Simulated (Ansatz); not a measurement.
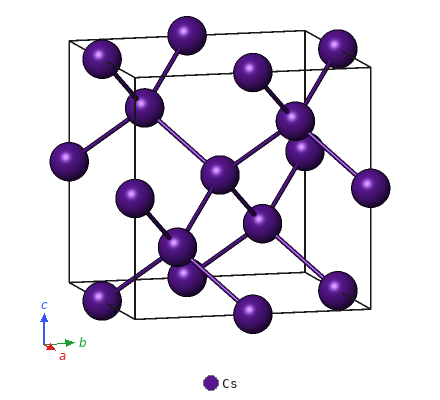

The structure; the drawing may span several cells.

Given this structure, the input geometry of an electronic-structure calculation (not necessarily at equilibrium); the starting structure was generated, so it need not be a known form of this composition, written in its standard cell:

```cif
data_structure
_symmetry_space_group_name_H-M 'Fd-3m:1'
_symmetry_Int_Tables_number 227
_cell_length_a 10.6054
_cell_length_b 10.6054
_cell_length_c 10.6054
_cell_angle_alpha 90.000
_cell_angle_beta 90.000
_cell_angle_gamma 90.000
_cell_volume 1192.84
loop_
_atom_site_label
_atom_site_type_symbol
_atom_site_symmetry_multiplicity
_atom_site_Wyckoff_symbol
_atom_site_fract_x
_atom_site_fract_y
_atom_site_fract_z
_atom_site_occupancy
Cs1 Cs 8 b 0.25000 0.25000 0.75000 1
```

Question: What does the kinematic electron diffraction pattern along [210] look like at 200 kV (B = 0.8 Å²)?

Answer: The spots form a centred rectangular net whose two shortest vectors correspond to d = 2.65 Å and 2.16 Å, 65.9° apart. They are 0 0 4 and 2 -4 2. The pattern has symmetry 2mm. The lattice centring (F) removes all reflections that break h + k = 2n, h + l = 2n; a glide plane extinguishes reflections such as 2 -4 0, 6 -12 0; a screw axis and a glide plane both extinguish reflections such as 0 0 2, 0 0 6, 0 0 10; reflections such as 2 -4 -4, 2 -4 4, 4 -8 -2 are allowed by the space group but vanish because the atoms sit on special positions.

Strongest reflections with d > 0.80 Å, one of each family (|F|² from tabulated Gaussian fits of the electron scattering factors, times a small damping for the curvature of the Ewald sphere):

```csv
hkl,d (Å),I (strongest = 100)
0 0 4,2.651,100
2 -4 2,2.165,69
2 -4 6,1.417,25
0 0 8,1.326,21
4 -8 0,1.186,15
4 -8 4,1.082,11
```

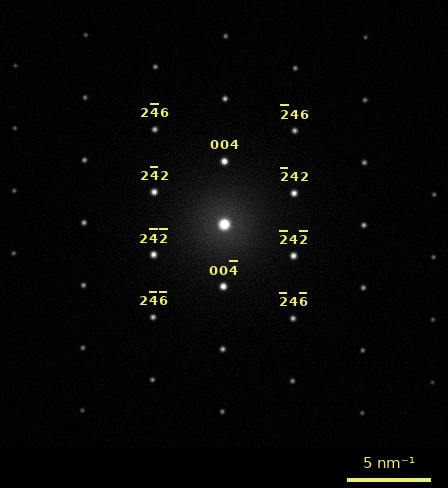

Calculated pattern, seen from the source side with [210] pointing towards the source.
